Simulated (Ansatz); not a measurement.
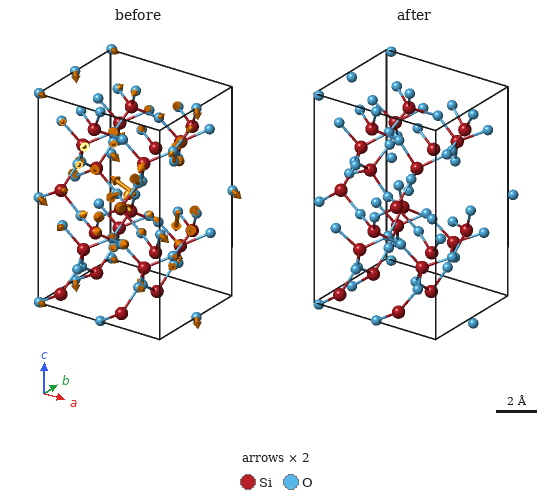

The structure of a defect cell of composition Si₂₃O₄₈ (cell charge −4) before (left) and after (right) a relaxation, at one scale. The orange arrows give the displacements, 2 times their true length.

A ball-and-stick model of the cell of the calculation, reduced to other axes (origin shifted), seen slightly off an axis. Lengths and directions refer to the drawn axes.

All numbers below come from DFT, PBEsol, PAW, plane waves (Ansatz 0.2.0). (plane-wave cutoff 420 eV; k-point mesh 1 × 1 × 1; mesh shifted by (0.25, 0.25, 0.25); no spin polarisation; atoms relaxed in a fixed cell; force threshold 0.03 eV/Å; at most 80 steps)

Q: What changed between the two?

A: Over 8 geometry steps the energy falls by 6.713 eV per cell of the calculation. The largest force component goes from 8.1 to 0.012 eV/Å. The atom that moves furthest is an O atom (0.89 Å roughly along [−3 −1 1]). By element the largest moves are O 0.89 Å, Si 0.43 Å. The lattice vectors keep their values. Near-neighbour distances that change, for instance: O–Si 1.565 → 1.691 Å, O–Si 1.649 → 1.548 Å, O–Si 1.695 → 1.605 Å, O–Si 1.610 → 1.691 Å. Bond angles that change, for instance: Si–O–Si 143.7° → 123.4°, Si–O–Si 143.0° → 123.5°, Si–O–Si 147.8° → 129.1°.

Limits of the set-up: the cell is charged, on a uniform background, and energies carry no finite-size correction.
